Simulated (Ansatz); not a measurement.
# Run report: AlCu, single-point calculation

The run: single-point calculation of AlCu (Pm-3m, 8 atoms in the cell). Method and program: DFT, PBEsol, dispersion d3bjatm, plane waves, PAW, no spin polarisation (Ansatz 0.2.0).

The structure derives from a Materials Project entry. Figures and captions count atoms from 1; the log counts them from 0 in places.

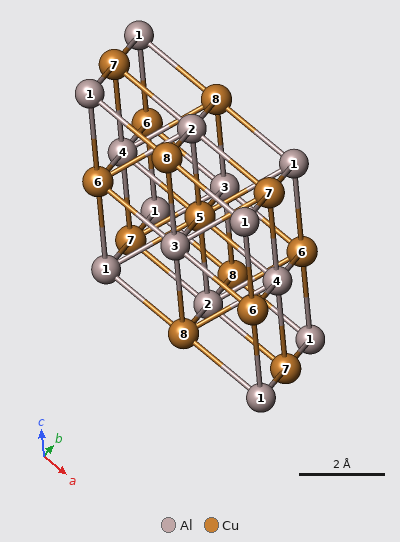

*The structure (ball-and-stick view of the cell of the calculation, seen slightly off an axis; atoms are numbered from 1 in the order of the input). An atom can appear more than once, as a periodic image.*

Near neighbours in the periodic cell (some may lie outside the picture): Al has 8 Cu at 2.56 Å; Cu has 8 Al at 2.56 Å.

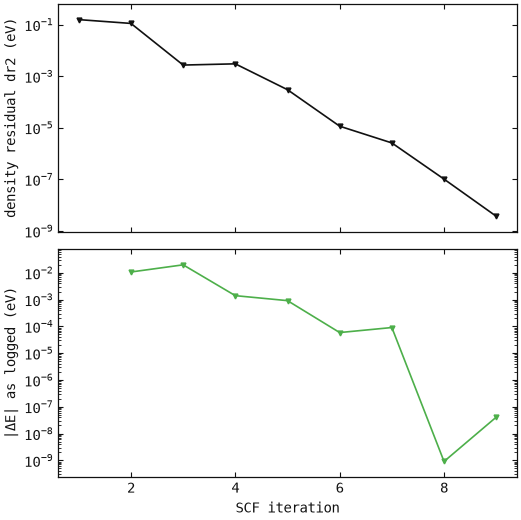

*Convergence of the self-consistent field: density residual dr2 and size of the energy change against the SCF iteration.*

The residual falls almost steadily, with no more than small rises.

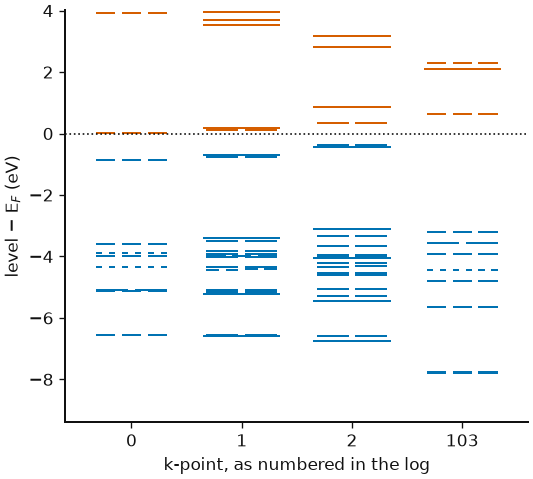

*Kohn–Sham levels near the Fermi level (dotted) at the few k-points that the log prints; levels within 0.02 eV of each other stand side by side.*

The system is metallic on the full mesh.

These pictures come from the run below.

**The input**
```yaml
crystal:
  lattice:
    - [-2.9560037107, 2.9560037107, 2.9560037107]
    - [2.9560037107, -2.9560037107, 2.9560037107]
    - [2.9560037107, 2.9560037107, -2.9560037107]
  atoms:
    - { symbol: Al, position: [0.0, 0.0, 0.0] }
    - { symbol: Al, position: [0.5, 0.5, 0.0] }
    - { symbol: Al, position: [0.5, 0.0, 0.5] }
    - { symbol: Al, position: [0.0, 0.5, 0.5] }
    - { symbol: Cu, position: [0.5, 0.5, 0.5] }
    - { symbol: Cu, position: [0.0, 0.0, 0.5] }
    - { symbol: Cu, position: [0.0, 0.5, 0.0] }
    - { symbol: Cu, position: [0.5, 0.0, 0.0] }
basis:
  ecutwfc: 420
kpoints:
  mp_grid: { grid: [14, 14, 14] }
hamiltonian:
  xc: pbesol
  dispersion: d3bjatm
scf:
  occupations: { method: gaussian, width: 0.15 }
  mixing: { algorithm: msr1, beta: 0.05, ndim: 8 }
output:
  forces: true
  eigenvalues: true
  stress: true
```

Launched with:
```bash
ansatz run input.yaml --threads 2 --pin off --max-ram 5120MiB --backend cpu --events-out ev --progress --plain --runs-dir out
```

**The program's output**
```
Engine: ansatz 0.2.0, x86_64-unknown-linux-gnu
Pseudopotentials: kind: paw
Pseudopotential: Al, paw, valence charge 3, recommended cutoff 420 eV (normal), Al.paw.azcp
Pseudopotential: Cu, paw, valence charge 19, recommended cutoff 420 eV (normal), Cu.paw.azcp
Functional definition: PBEsol
  exchange = pbesol_x
  correlation = pbesol_c
Crystal: 8 atoms, lattice volume = 103.318 Å³
Basis set: ecut = 420 eV, 1985 PW (Γ), exchange–correlation on 72×72×72 points (8 copies of the dense FFT grid, shifted against one another)
Bands: 53, of which v1, the nominal top of the filled ones, is band 44 counted from 1 (43 counted from 0)
Symmetry: 192 space group operations
Space group: Pm-3m (ITA 221), of the structure as read, at distance tolerance 4.7e-5 Å
k-points: 104 of 2744
Non-local potential: Al, projectors of the file, l = 0: 2, l = 1: 2, l = 2: 1
Non-local potential: Cu, projectors of the file, l = 0: 3, l = 1: 2, l = 2: 3, l = 3: 1
PAW form: soft (Blöchl's): semilocal exchange-correlation on the pseudo side does not see the compensation charge
PAW frozen core: Al, regenerated for the run's functional, and the local potential with it (the file was generated under x = pbe(κ = 0.804, μ = 0.2195149727645171), c = pbe(β = 0.06672455060314922))
PAW frozen core: Cu, regenerated for the run's functional, and the local potential with it (the file was generated under x = pbe(κ = 0.804, μ = 0.2195149727645171), c = pbe(β = 0.06672455060314922))
PAW one-centre angular grid: Al, 110 points (default); XC on 64 Gauss nodes
PAW one-centre angular grid: Cu, 590 points (default); XC on 64 Gauss nodes
Initial density: superposition of atomic densities (neutral atoms: chi_scale 0, normalization atom), corrected by the library's trained network
Initial wavefunctions: pseudopotential atomic-orbital guess
Functional: x = pbesol(κ = 0.804, μ = 0.12345679012345678), c = pbesol(β = 0.046)
SCF iter   1: F=—  HF=-28457.743855 eV  |F-HF|=—  |Δ(HF+E_count)|=         —  Δρ=1.72e-2  dr2=1.56e-1  ethr=1.77e-3  ⟨swp⟩=7.0  Hψ=21711  notcnv=0
preconditioner: auto → Kerker (q_TF=auto, 2.656 Å⁻¹)  [metal: Δε(μ)=0.020 eV  Ē_g=7.620 eV  σ=0.150 eV  W_gap=0.08  n_scr=42 (ndim 8)  ℏωp=27.3 eV  f_vac=0.000  D(μ)=2.52/eV (n_scr^D=12)]
SCF iter   2: F=—  HF=-28457.733155 eV  |F-HF|=—  |Δ(HF+E_count)|=   1.07e-2  Δρ=1.45e-2  dr2=1.11e-1  ethr=1.77e-4  ⟨swp⟩=1.0  Hψ=6344  notcnv=0
SCF iter   3: F=—  HF=-28457.713316 eV  |F-HF|=—  |Δ(HF+E_count)|=   1.98e-2  Δρ=1.75e-3  dr2=2.70e-3  ethr=1.26e-4  ⟨swp⟩=2.0  Hψ=8089  notcnv=0
SCF iter   4: F=—  HF=-28457.711916 eV  |F-HF|=—  |Δ(HF+E_count)|=   1.40e-3  Δρ=2.38e-3  dr2=3.01e-3  ethr=3.07e-6  ⟨swp⟩=2.1  Hψ=9282  notcnv=0
SCF iter   5: F=—  HF=-28457.711004 eV  |F-HF|=—  |Δ(HF+E_count)|=   9.12e-4  Δρ=5.28e-4  dr2=2.99e-4  ethr=3.07e-6  ⟨swp⟩=2.2  Hψ=7819  notcnv=0
SCF iter   6: F=—  HF=-28457.710946 eV  |F-HF|=—  |Δ(HF+E_count)|=   5.87e-5  Δρ=1.44e-4  dr2=1.15e-5  ethr=3.40e-7  ⟨swp⟩=2.0  Hψ=8191  notcnv=0
SCF iter   7: F=—  HF=-28457.711036 eV  |F-HF|=—  |Δ(HF+E_count)|=   9.04e-5  Δρ=6.90e-5  dr2=2.58e-6  ethr=1.30e-8  ⟨swp⟩=2.0  Hψ=8215  notcnv=0
SCF iter   8: F=—  HF=-28457.711036 eV  |F-HF|=—  |Δ(HF+E_count)|=  9.06e-10  Δρ=1.17e-5  dr2=1.02e-7  ethr=2.93e-9  ⟨swp⟩=1.0  Hψ=5283  notcnv=0
SCF iter   9: F=-28457.711036 eV  HF=-28457.711036 eV  |F-HF|=1.44e-9  |Δ(HF+E_count)|=   4.08e-8  Δρ=2.25e-6  dr2=3.71e-9  ethr=1.14e-10  ⟨swp⟩=8.5  Hψ=18811  notcnv=0
SCF 1 converged in 9 iterations: F = -28457.711036 eV  dr2 = 3.71e-9
  greatest PAW one-centre occupation: 1.000 electrons in one spin orbital (limit 2), on the Cu atom at site 7 (counted from 0), in its partial waves of l = 0
SCF converged after 9 iterations
Free energy (F): -28457.711036 eV
Harris-Foulkes:  -28457.711036 eV  (|F-HF|=1.44e-9)
Internal energy: -28457.682647 eV  (E = F + TS)
E sigma→0 (E₀):  -28457.696841 eV
Entropy (-TS):   -0.028389 eV (-3.549 meV/atom)
Fermi energy:    13.650928 eV
--- Per-component energies (eV) ---
  E_band       = -1685.547208
  E_kinetic    = 1300.777309
  E_local      = -20595.203228  (includes V_loc(G=0)·N_el)
  E_nonlocal   = 1593.841469
  E_hartree    = 9197.923586
  E_xc         = -519.785128
  E_vxc        = -586.303195  (∫ρ·V_xc dr)
  E_paw        = -8314.476805  (= ΣΔE_a)
  E_vpaw       = -1794.505284  (= ΣTr[D̂ρ^β])
  E_aug_tail   = 0.001216  (compensation charges beyond the density's cutoff)
  E_ewald      = -11118.507336
  E_disp       = -3.155094  (pairwise vdW)
  E_core_change = 0.901365  (= ΣΔE_core)
  E_smearing   = -0.028389  (= −TS)
  E_closure    = 0.000000  (closes the sum)
  Σ components = -28457.711036   (vs F -28457.711036, Δ=0.00e0)
--- Forces (eV/Å), atoms counted from 1 ---
  atom   1  Al    -0.00000000    -0.00000000    -0.00000000
  atom   2  Al    -0.00000000     0.00000000     0.00000000
  atom   3  Al    -0.00000000     0.00000000     0.00000000
  atom   4  Al    -0.00000000    -0.00000000     0.00000000
  atom   5  Cu     0.00000000    -0.00000000    -0.00000000
  atom   6  Cu     0.00000000    -0.00000000     0.00000000
  atom   7  Cu     0.00000000    -0.00000000     0.00000000
  atom   8  Cu     0.00000000     0.00000000    -0.00000000
  max |Σ_I F_I| component: 1.67e-28 eV/Å
--- Stress (GPa, compression-positive) ---
       -4.364247       0.000000       0.000000
        0.000000      -4.364247      -0.000000
        0.000000      -0.000000      -4.364247
  P = ⅓ Tr σ = -4.3642 GPa (-43.642 kbar)
--- Band table (eV; the first three rows and the last of 104) ---
  k-point 0: bands = ["-100.1715", "-100.1706", "-100.1706", "-100.1706", "-57.6905", "-57.6905", "-57.6905", "-57.6905", "-57.6905", "-57.6905", "-57.6817", "-57.6817", "-57.6817", "-57.6803", "-57.6803", "-57.6803", "1.8109", "7.1034", "7.1034", "7.1034", "8.5247", "8.5247", "8.5247", "8.5617", "8.5617", "9.3090", "9.3090", "9.3090", "9.3090", "9.3090", "9.3090", "9.6645", "9.6645", "9.6645", "9.7597", "9.7597", "9.7597", "9.7597", "9.7597", "9.7597", "10.0731", "10.0731", "10.0731", "12.7813", "12.7813", "12.7813", "13.6687", "13.6687", "13.6687", "17.5632", "17.5632", "17.5632", "20.0252"]
  k-point 1: bands = ["-100.1715", "-100.1706", "-100.1706", "-100.1706", "-57.6905", "-57.6905", "-57.6904", "-57.6903", "-57.6903", "-57.6903", "-57.6818", "-57.6818", "-57.6817", "-57.6804", "-57.6804", "-57.6803", "1.8554", "7.0658", "7.0973", "7.0973", "8.4309", "8.4920", "8.4920", "8.5655", "8.5676", "9.2216", "9.2216", "9.2276", "9.2276", "9.3113", "9.3136", "9.6267", "9.6367", "9.6512", "9.6572", "9.6601", "9.7385", "9.7385", "9.8401", "9.8401", "10.1703", "10.1703", "10.2429", "12.9037", "12.9037", "12.9651", "13.7539", "13.7539", "13.8477", "17.1967", "17.3364", "17.6173", "20.1823"]
  k-point 2: bands = ["-100.1715", "-100.1707", "-100.1706", "-100.1706", "-57.6905", "-57.6905", "-57.6900", "-57.6900", "-57.6900", "-57.6900", "-57.6821", "-57.6821", "-57.6816", "-57.6808", "-57.6808", "-57.6804", "1.9884", "6.8922", "7.0796", "7.0796", "8.2176", "8.3802", "8.3802", "8.5771", "8.5841", "9.0578", "9.0578", "9.1077", "9.1077", "9.3181", "9.3270", "9.4340", "9.4456", "9.6114", "9.6361", "9.6473", "9.6994", "9.6994", "9.9840", "9.9840", "10.3329", "10.3329", "10.5464", "13.2002", "13.2652", "13.2652", "14.0074", "14.0074", "14.5152", "16.4612", "16.8121", "17.7780", "20.5102"]
  k-point 103: bands = ["-100.1711", "-100.1711", "-100.1711", "-100.1700", "-57.6913", "-57.6913", "-57.6913", "-57.6897", "-57.6897", "-57.6897", "-57.6810", "-57.6810", "-57.6810", "-57.6810", "-57.6810", "-57.6810", "5.8548", "5.8548", "5.8548", "5.8922", "5.8922", "5.8922", "8.0001", "8.0001", "8.0001", "8.8525", "8.8525", "8.8525", "9.1965", "9.1965", "9.1965", "9.1965", "9.1965", "9.1965", "9.7221", "9.7221", "9.7221", "10.0933", "10.0933", "10.4529", "10.4529", "10.4529", "14.2754", "14.2754", "14.2754", "15.7599", "15.9618", "15.9618", "15.9618", "18.2955", "20.8494", "20.8494", "20.8494"]
```

**Key numbers**

```json
{"quantity": "outcome", "value": "converged"}
{"quantity": "space group (tolerance 0.01 Å)", "value": "Pm-3m (221)"}
{"quantity": "electrons treated", "value": "88"}
{"quantity": "free energy", "value": "−28457.7110 eV"}
{"quantity": "Fermi energy", "value": "13.651 eV"}
{"quantity": "gap on the k-point mesh", "value": "none (metallic)"}
{"quantity": "pressure", "value": "−4.36 GPa"}
{"quantity": "largest force (length of the vector)", "value": "under 0.001 eV/Å"}
{"quantity": "hardware", "value": "2 threads of AMD EPYC (Zen 3), 189 GiB of memory available, shared host"}
{"quantity": "wall time", "value": "38 s (CPU time 67 s)"}
{"quantity": "peak memory", "value": "0.67 GiB"}
```

Settings chosen away from the usual ones: hamiltonian.dispersion set to d3bjatm; scf.mixing.algorithm set to msr1; scf.mixing.beta set to 0.05; scf.mixing.ndim set to 8.
